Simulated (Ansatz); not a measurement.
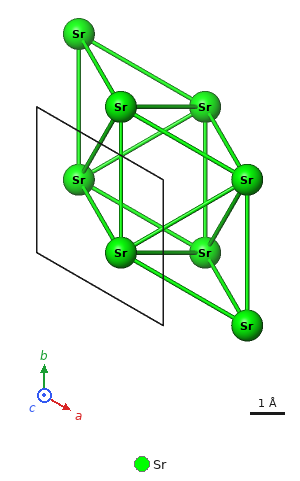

Crystalline Sr (P6_3/mmc): the cell is strained equally along x and y, with the atoms kept at their fractional coordinates. x, y and z are the Cartesian axes of the input. The picture shows the reference cell. Style: ball-and-stick. Shown: the cell of the calculation, repeated 2 × 2 × 1 with one cell outlined, along the c axis.

The calculation used Ansatz, DFT r2SCAN, scalar-relativistic, plane waves, PAW. Set-up: plane-wave cutoff 500 eV; k-point mesh 12 × 12 × 8; occupations gaussian; smearing width 0.15 eV; no spin polarisation. Energies (free energies at the smearing named) are counted from the cell as listed in its source, which wasn't relaxed.

```xyz
2
Lattice="4.3100 0.0000 0.0000 -2.1550 3.7326 0.0000 0.0000 0.0000 7.0500" Properties=species:S:1:pos:R:3 pbc="T T T"
Sr    0.0000    2.4884    1.7625
Sr    2.1550    1.2442    5.2875
```

### Give the energy at each point (the strain: −0.0600, −0.0450, −0.0300, −0.0150, 0.0000, 0.0150, 0.0300, 0.0450, 0.0525, 0.0600).

```tsv
strain	ΔE (meV/atom)
−0.0600	45.3
−0.0450	25.0
−0.0300	11.0
−0.0150	2.9
0.0000	0.0
0.0150	1.9
0.0300	8.3
0.0450	18.5
0.0525	25.1
0.0600	32.4
```

The lowest computed point lies at the strain 0.00 (0.0 meV/atom). The end points stand at 45.3 meV/atom (−0.06) and 32.4 meV/atom (0.06). The curvature at zero strain, (1/V) d²E/dε², is about 61 GPa; it is C₁₁ + C₂₂ + 2C₁₂ with clamped ions. The distortion keeps the space group P6_3/mmc. At the strain −0.06 the cell of the drawing goes a 4.310 → 4.051 Å, b 4.310 → 4.051 Å.

The computed profile:

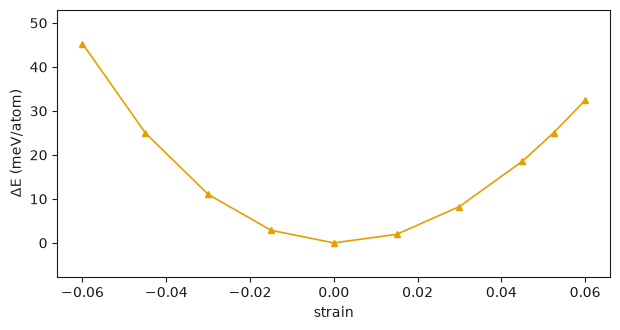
